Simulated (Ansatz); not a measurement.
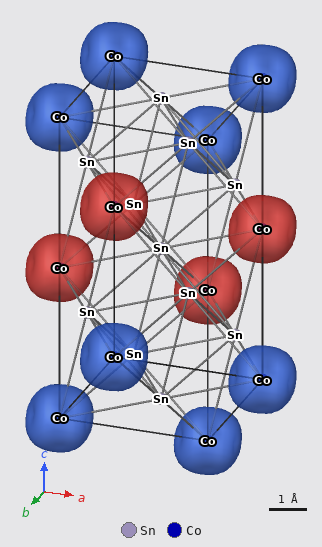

CoSn3. Isosurfaces of the spin density (up minus down) at +0.05 (blue) and −0.05 e/Å³ (red), seen at an oblique angle. Sticks mark near contacts.

Space group P4/mmm; started from the Cu3Au (L1_2) prototype, which need not be the ambient phase; spin-polarised.

These are results of DFT PBEsol, scalar-relativistic, plane waves, PAW in Ansatz 0.2.0, not measurements.

The density is the valence pseudo-density of a PAW calculation; it isn't the true density close to the nuclei.

```xyz
8
Lattice="4.3356 0.0000 0.0000 0.0000 4.3356 0.0000 0.0000 0.0000 9.0633" Properties=species:S:1:pos:R:3 pbc="T T T"
Sn    0.0000    2.1678    2.2658
Sn    2.1678    0.0000    2.2658
Sn    2.1678    2.1678    0.0000
Co    0.0000    0.0000    0.0000
Sn    0.0000    2.1678    6.7975
Sn    2.1678    0.0000    6.7975
Sn    2.1678    2.1678    4.5316
Co    0.0000    0.0000    4.5316
```

> Where is the spin, and how is it ordered?

The spin density sits on Co: +1.5 μB and −1.5 μB in one cell of 8 atoms: antiferromagnetic in this solution, which needn't be the ground state, with some nearest magnetic neighbours parallel and some opposed. The cell of the calculation (8 atoms) carries 0.0 μB of net spin moment.
